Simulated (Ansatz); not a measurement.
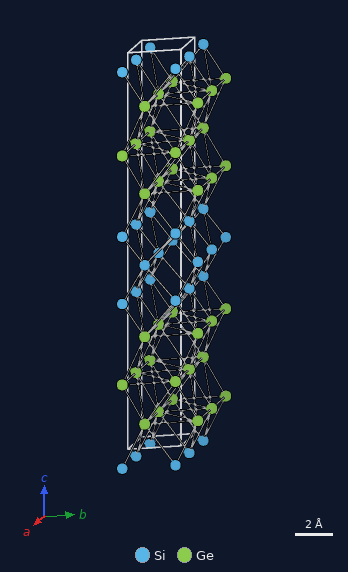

Starting structure of a crystal of Si2Ge3 (a generated structure, set up in P-6m2). The picture is a ball-and-stick view of the cell of the calculation, repeated 3 × 2 × 1 with one cell outlined, seen slightly off an axis.

Theory: Ansatz, DFT PBE, scalar-relativistic, plane waves, PAW.

Input
```yaml
crystal:
  lattice:
    - [3.0124584294, 0.0, 0.0]
    - [-1.5062292147, 2.6088655277, 0.0]
    - [0.0, 0.0, 22.2626458278]
  atoms:
    - { symbol: Si, position: [0.3333333333, 0.6666666667, 0.5] }
    - { symbol: Si, position: [0.6666666667, 0.3333333333, 0.0] }
    - { symbol: Si, position: [0.6666666667, 0.3333333333, 0.4151773603] }
    - { symbol: Si, position: [0.6666666667, 0.3333333333, 0.5848226397] }
    - { symbol: Ge, position: [0.3333333333, 0.6666666667, 0.9007672033] }
    - { symbol: Ge, position: [0.3333333333, 0.6666666667, 0.0992327967] }
    - { symbol: Ge, position: [0.3333333333, 0.6666666667, 0.3196591786] }
    - { symbol: Ge, position: [0.3333333333, 0.6666666667, 0.6803408214] }
    - { symbol: Ge, position: [0.6666666667, 0.3333333333, 0.2112238343] }
    - { symbol: Ge, position: [0.6666666667, 0.3333333333, 0.7887761657] }
basis:
  ecutwfc: 420
kpoints:
  mp_grid: { grid: [12, 12, 2] }
hamiltonian:
  xc: pbe
scf:
  occupations: { method: gaussian, width: 0.1 }
output:
  forces: true
  stress: true
  eigenvalues: true
  write_density: true
  write_potential: true
  elf: true
  volumetric_format: npy
relax:
  adjacent_minimum: "off"
  f_tol: 0.01
  max_steps: 80
  cell: { stress_tol: 0.05 }
```

Launched with:
```bash
ansatz run input.yaml --threads 1 --pin off --max-ram 2560MiB --backend cpu --events-out ev --progress --plain --runs-dir out
```

### What does the optimiser find from here?

The energy falls by 99.5 meV per cell of the calculation in 5 accepted moves (8 points after the start). The largest force component goes from 0.2 to 0.0011 eV/Å. Pressure: 0.89 GPa at the start and −0.01 GPa at the end. The line search rejected the trial step at point 4 of the run. The SCF was repeated twice at an unchanged geometry on a basis and grid sized afresh for the cell, which shifted the energy by 0.5 meV per cell of the calculation at most. The largest moves relative to the cell, 0.097 Å, are those of Ge9 and Ge10. Ge10 goes along +c. Largest moves by element: Ge 0.097 Å, Si 0.018 Å. The drawn cell changes as follows: a = b 3.012 → 2.970 Å (−1.4 %), c 22.263 → 23.063 Å (+3.6 %); the volume changes by +0.7 %. Near-neighbour distances that change, for instance: Ge7–Ge9 2.975 → 3.061 Å, Si3–Ge7 2.747 → 2.827 Å, Si1–Si3 2.567 → 2.615 Å, Ge10–Ge10 3.012 → 2.970 Å. Bond angles that change, for instance: Si1–Si3–Ge7 98.1° → 101.7°, Si3–Si1–Si4 94.7° → 98.1°, Ge7–Si3–Ge7 66.5° → 63.4°. The space group stays P-6m2 (No. 187).

Final geometry:

```
Si Ge
1.0
     2.96957    0.00000    0.00000
    -1.48479    2.57172    0.00000
     0.00000    0.00000   23.06297
Si Ge
4 6
Cartesian
  0.0000 1.7145 11.5315
  1.4848 0.8572 23.0630
  1.4848 0.8572 9.5568
  1.4848 0.8572 13.5062
  0.0000 1.7145 20.8224
  0.0000 1.7145 2.2405
  0.0000 1.7145 7.3095
  0.0000 1.7145 15.7534
  1.4848 0.8572 4.7742
  1.4848 0.8572 18.2887
```

The end point in the same view:

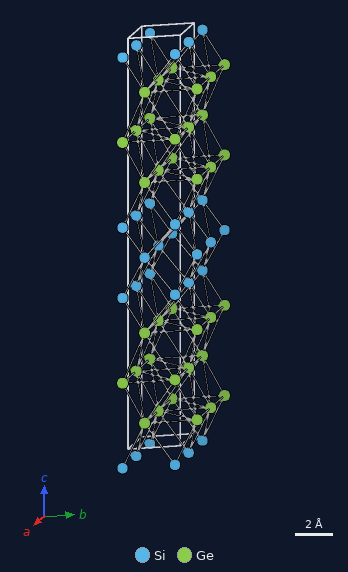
